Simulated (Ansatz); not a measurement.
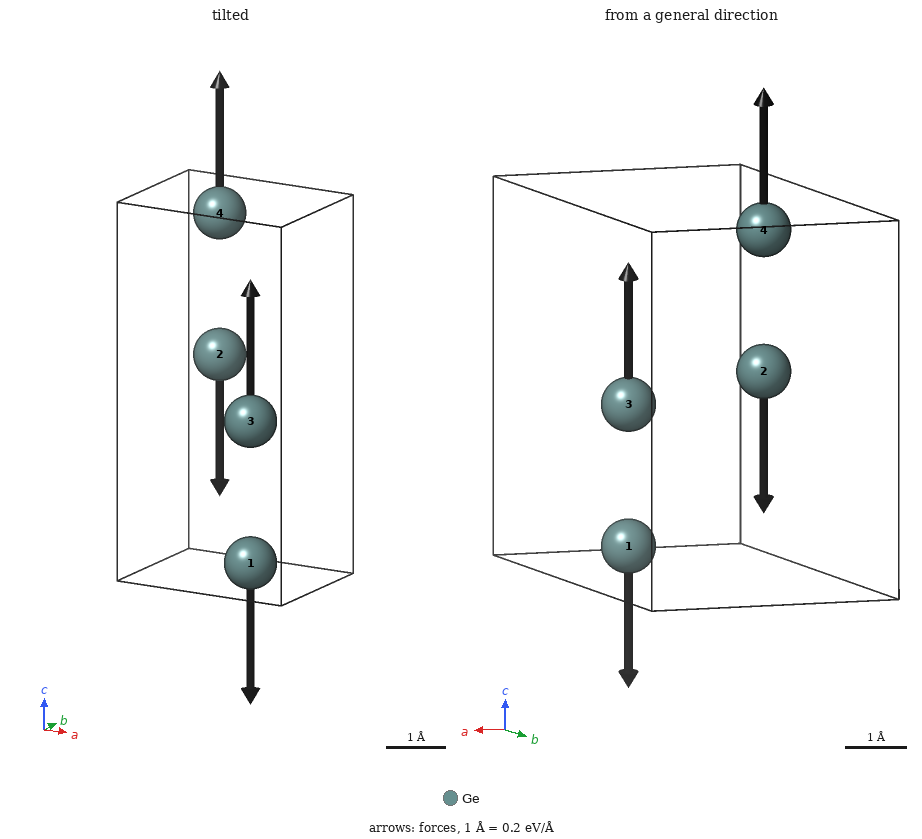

A spheres-only picture of a crystal structure, seen slightly off an axis and from a general direction. Atoms at the boundary of the simulation cell (the box) are drawn once for each face, edge or corner they touch. The arrows are the computed forces on the atoms.

System: Ge. The numbers come from DFT r2SCAN, scalar-relativistic, plane waves, PAW in Ansatz, using plane waves up to 500 eV, a 12×12×6 mesh of k-points, Gaussian smearing of 0.03 eV, no spin polarisation.

Question: Are the forces small enough to call this converged?

Answer: No. The atoms still feel forces of up to about 0.4 eV/Å, far above a usual threshold of 0.01 to 0.03 eV/Å.

Question: Which atom feels the largest force?

Answer: All Ge atoms, about 0.4 eV/Å.

Its origin is a structure listed in the Materials Project. The cell was then strained or its atoms displaced on purpose. It went into a calculation with Ansatz.
